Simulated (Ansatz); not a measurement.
## Electronic structure of Al₃O₅ (cell with a defect) in real space

```yaml
crystal:
  lattice:
    - [-4.77386, -2.75619, 4.33829]
    - [4.77386, -2.75619, 4.33829]
    - [0.00000, 5.51238, 4.33829]
  atoms:
    - { symbol: O, position: [0.10057, 0.10057, 0.10057] }
    - { symbol: Al, position: [0.64781, 0.64537, 0.14940] }
    - { symbol: Al, position: [0.64537, 0.14940, 0.64781] }
    - { symbol: Al, position: [0.14940, 0.64781, 0.64537] }
    - { symbol: Al, position: [0.33861, 0.33861, 0.33861] }
    - { symbol: Al, position: [0.84509, 0.85088, 0.35466] }
    - { symbol: Al, position: [0.85088, 0.35466, 0.84509] }
    - { symbol: Al, position: [0.35466, 0.84509, 0.85088] }
    - { symbol: Al, position: [0.64781, 0.64781, 0.64781] }
    - { symbol: Al, position: [0.14657, 0.15008, 0.64638] }
    - { symbol: Al, position: [0.15008, 0.64638, 0.14657] }
    - { symbol: Al, position: [0.64638, 0.14657, 0.15008] }
    - { symbol: Al, position: [0.85319, 0.85319, 0.85319] }
    - { symbol: Al, position: [0.34991, 0.35583, 0.86095] }
    - { symbol: Al, position: [0.35583, 0.86095, 0.34991] }
    - { symbol: Al, position: [0.86095, 0.34991, 0.35583] }
    - { symbol: O, position: [0.40377, 0.59853, 0.74891] }
    - { symbol: O, position: [0.90391, 0.09878, 0.75416] }
    - { symbol: O, position: [0.90427, 0.59712, 0.24933] }
    - { symbol: O, position: [0.41988, 0.09550, 0.26435] }
    - { symbol: O, position: [0.40040, 0.24955, 0.60417] }
    - { symbol: O, position: [0.90342, 0.75004, 0.59774] }
    - { symbol: O, position: [0.89916, 0.25468, 0.09670] }
    - { symbol: O, position: [0.40649, 0.75878, 0.09726] }
    - { symbol: O, position: [0.59853, 0.74891, 0.40377] }
    - { symbol: O, position: [0.09550, 0.26435, 0.41988] }
    - { symbol: O, position: [0.09878, 0.75416, 0.90391] }
    - { symbol: O, position: [0.59712, 0.24933, 0.90427] }
    - { symbol: O, position: [0.74891, 0.40377, 0.59853] }
    - { symbol: O, position: [0.24933, 0.90427, 0.59712] }
    - { symbol: O, position: [0.26435, 0.41988, 0.09550] }
    - { symbol: O, position: [0.75416, 0.90391, 0.09878] }
    - { symbol: O, position: [0.24955, 0.60417, 0.40040] }
    - { symbol: O, position: [0.75878, 0.09726, 0.40649] }
    - { symbol: O, position: [0.75004, 0.59774, 0.90342] }
    - { symbol: O, position: [0.25468, 0.09670, 0.89916] }
    - { symbol: O, position: [0.60417, 0.40040, 0.24955] }
    - { symbol: O, position: [0.09670, 0.89916, 0.25468] }
    - { symbol: O, position: [0.09726, 0.40649, 0.75878] }
    - { symbol: O, position: [0.59774, 0.90342, 0.75004] }
```

Spin-polarised.

Computed with DFT PBEsol, scalar-relativistic, plane waves, PAW (Ansatz).

In a PAW calculation such maps are meaningful between the atoms, not at the nuclei.

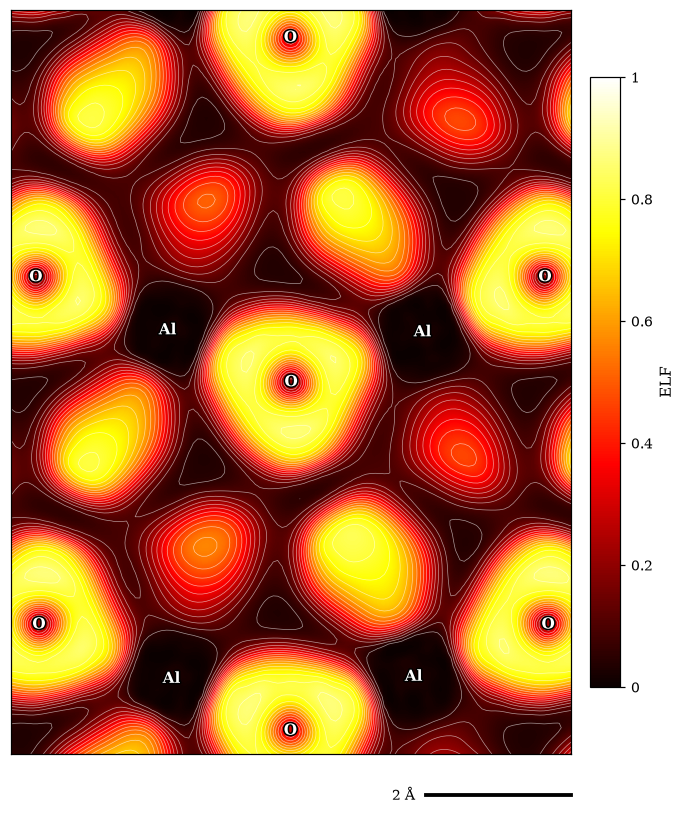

Figure 1. Electron localisation function on the (110) plane of the calculation cell.

### Interpret the plot.

- The plane passes through Al and O nuclei.
- Atoms just off the plane (Al, 0.7 Å away and O, 0.7 Å away) can leave unmarked features too.
- Al–O (1.79 Å): the ELF peaks at about 0.85 in the valence shell of O, 0.7 Å from its nucleus, and is about 0.85 at the midpoint.
- Al–O (1.86 Å): the ELF peaks at about 0.85 in the valence shell of O, 0.7 Å from its nucleus, and is about 0.80 at the midpoint.
- Al–O (1.95 Å): the ELF peaks at about 0.85 in the valence shell of O, 0.7 Å from its nucleus, and is about 0.75 at the midpoint.
- Al–O (1.99 Å): the ELF peaks at about 0.85 in the valence shell of O, 0.7 Å from its nucleus, and is about 0.75 at the midpoint.

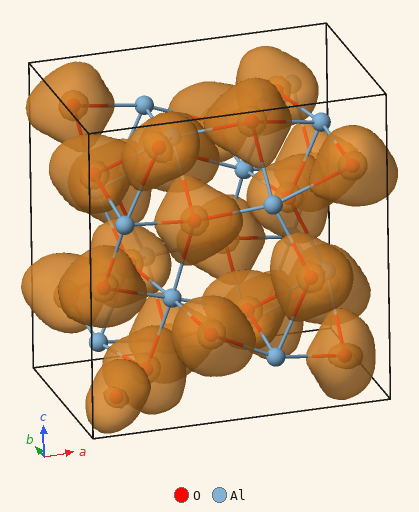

Figure 2. Isosurface of the electron localisation function at 0.65 (orange), seen slightly off an axis. Core shells and regions of very low density are left out. Sticks mark near contacts.

### Describe the localisation domains.

The surface consists of 24 regions on O in which the atom's valence shell and bonds are merged and one region wrapped around O (its valence shell), counted in one cell of 40 atoms. Any copies at cell faces, edges or corners count once. Along the contacts the grid gives the following. Al–O (1.77 Å): the ELF peaks at about 0.85 in the valence shell of O, 0.7 Å from its nucleus, and is about 0.85 at the midpoint. Al–O (1.84 Å): the ELF peaks at about 0.85 in the valence shell of O, 0.7 Å from its nucleus, and is about 0.80 at the midpoint.
